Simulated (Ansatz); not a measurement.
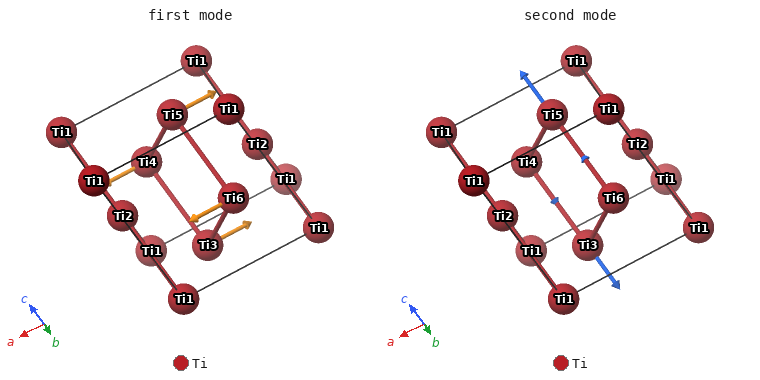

Two computed energy maps of cells of Ti. The picture above is the structure of the first map; its two panels give the patterns of the first and the second mode as arrows.

Map 1

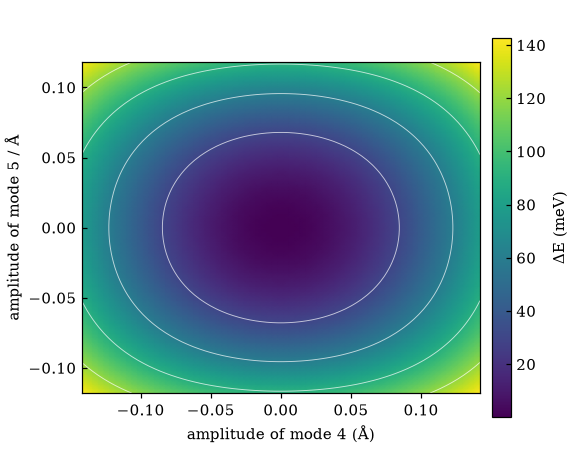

Ti (P6/mmm, No. 191; 6 atoms in the cell). The energy is mapped over two normal modes frozen in (zone-centre modes of the 6-atom cell of this scan, which folds in the wave vector (0, 1/2, 1/2) of the primitive cell). First axis: amplitude of mode 4 (113 cm⁻¹), largest displacement. Second axis: amplitude of mode 5 (135 cm⁻¹), largest displacement. Nothing is relaxed (the cell and all other modes fixed). Grid: 11 × 11 points; 36 points were computed and 85 follow by symmetry. Points are written as (first, second). Energies: meV per cell, counted from the lowest grid point. Computed with DFT PBE, scalar-relativistic, plane waves, PAW (Ansatz). Settings: cutoff 520 eV, k-mesh 10×10×10, gaussian smearing 0.15 eV, no spin polarisation.

The picture shows a smooth colour map with a few white contour lines. Between grid points the surface is interpolated.

Map 2

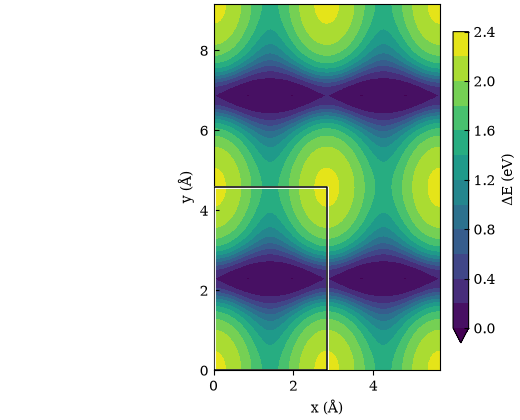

Si on a Ti(100) slab cut from the P6/mmm phase, its upper half relaxed before the scan (6 atoms of substrate and one adsorbate in a 1 × 1 cell). Si is moved over the surface cell; relaxed at each place: the height of the adsorbate's atoms; substrate rigid; the origin of the map has the adsorbate above Ti6. Places are given modulo a cell vector. The map is drawn in real space over the plane of the surface. Grid: 6 × 10 points; 24 points were computed and 36 follow by symmetry. Energies are in eV, from the lowest grid point. With one adsorbate in each 1 × 1 cell, its nearest image is 2.8 Å away, so neighbouring adsorbates interact. Computed with Ansatz 0.2.0, DFT PBE, scalar-relativistic, plane waves, PAW. Settings: cutoff 420 eV, k-mesh 9×6×1, gaussian smearing 0.1 eV, no spin polarisation.

In the figure: filled contours, the outline of one cell of the 2 × 2 shown. Between grid points the surface is interpolated.

> Summarise the maps one by one.

Map 1: The lowest grid point is at (0.000 Å, 0.000 Å). It is the only kind of minimum in the scanned range. The highest grid point, (−0.142 Å, −0.118 Å), lies 143 meV above the lowest.
Map 2: The lowest grid point is at (2/6, 5/10) of the cell vectors [nearest 1 Ti at 2.49 Å]; the map holds 2 wells of about this depth. No other kind of well shows on this grid. The highest grid point, the top site over a surface Ti atom, (0/6, 0/10) of the cell vectors, lies 2.25 eV above the lowest. On the interpolated surface the easiest way out of the lowest well to a well of about the same depth near (4/6, 5/10) of the cell vectors [nearest 1 Ti at 2.49 Å] passes a barrier of about 0.032 eV, counted from the interpolated bottom of the well. At the lowest point the adsorbate has 1 Ti at 2.49 Å as nearest neighbours, at the highest 1 Ti at 2.51 Å. Its relaxed height above the top atom is 1.17 Å at the lowest and 2.51 Å at the highest point.

PAW datasets: the set soft_1.
